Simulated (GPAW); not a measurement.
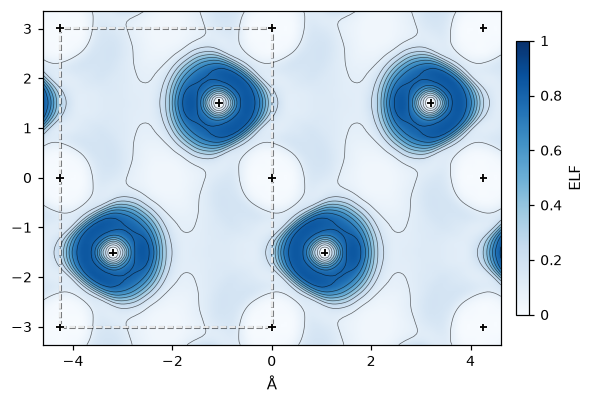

The electron localisation function on a plane through atoms (crosses mark nuclei in the plane).

The calculation used GPAW 26.7.0, Kohn-Sham DFT of a periodic cell, RPBE, GPAW PAW data sets (gpaw-data 1.2.1).

Candidates:
A. Cu$_{2}$O, a = 4.26 Å, b = 4.26 Å, c = 4.26 Å, α = 90.00°, β = 90.00°, γ = 90.00°. Space group Pn-3m; computed pressure about 10 GPa in this cell.
B. Os, a = 2.73 Å, b = 2.73 Å, c = 4.32 Å, α = 90.00°, β = 90.00°, γ = 120.00°. Space group P6₃/mmc; computed pressure about 11 GPa in this cell.

**Which system is this?**

Candidate A: Cu$_{2}$O on the (101) plane of the conventional cell, which holds Cu and O. Cu–O (1.84 Å): the ELF peaks at about 0.85 in the valence shell of O, 0.6 Å from its nucleus, and is about 0.25 at the midpoint (no shared electron pair shows on this line).
